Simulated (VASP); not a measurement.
```
CELL_PARAMETERS angstrom
-1.98389 3.43620 0.00000
3.96778 0.00000 0.00000
0.00000 0.00000 -19.40158
ATOMIC_POSITIONS crystal
Si 0.33333 0.66667 0.66658
Si 0.66667 0.33333 0.33325
Si 0.00000 0.00000 0.99991
Ge 0.66667 0.33333 0.83329
Ge 0.00000 0.00000 0.49995
Ge 0.33333 0.66667 0.16662
Ge 0.66667 0.33333 0.95993
Ge 0.00000 0.00000 0.62659
Ge 0.33333 0.66667 0.29326
Ge 0.33333 0.66667 0.79021
Ge 0.66667 0.33333 0.45687
Ge 0.00000 0.00000 0.12354
```

Space group R3m; started from the ordered alloy on diamond lattice prototype, which need not be the ambient phase; computed pressure about 3 GPa in this cell.

The calculation used DFT, PBE, plane waves, PAW in VASP 6.6.1.

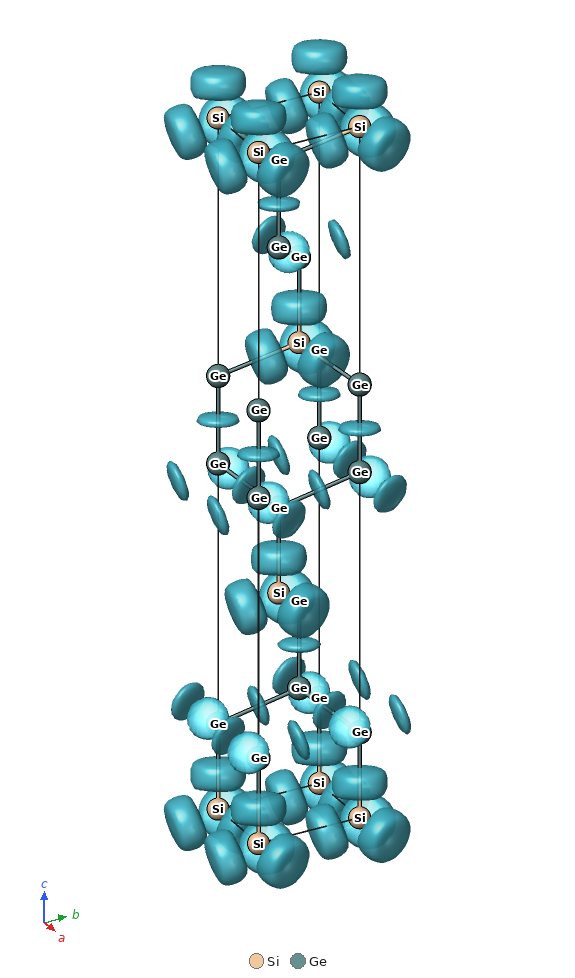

SiGe3. Isosurface of the electron localisation function at 0.7 (cyan), seen slightly off an axis. Only the valence region is drawn (cores and ρ < 0.01 e/Å³ removed). Sticks mark near contacts.

Core electrons are frozen (PAW), and the valence fields are smoothed inside the atomic spheres.

### Identify the bonds, lone pairs and shells in this picture.

The surface consists of twelve regions between bonded Ge–Ge atoms (shared pairs) and twelve regions between bonded Ge–Si atoms (shared pairs), counted in one cell of 12 atoms. Regions shared between cells count once.

Values along the shortest contacts:
Si–Ge (2.40 Å): the ELF peaks at about 0.95 between the atoms; localised, covalent bonding. Ge–Ge (2.44 Å): the ELF peaks at about 0.80 between the atoms: a shared electron pair.

### Metal or insulator at this level of theory?

It is gapped, with a Kohn–Sham gap of 0.39 eV on the k-point mesh, an upper bound to the gap of this method.
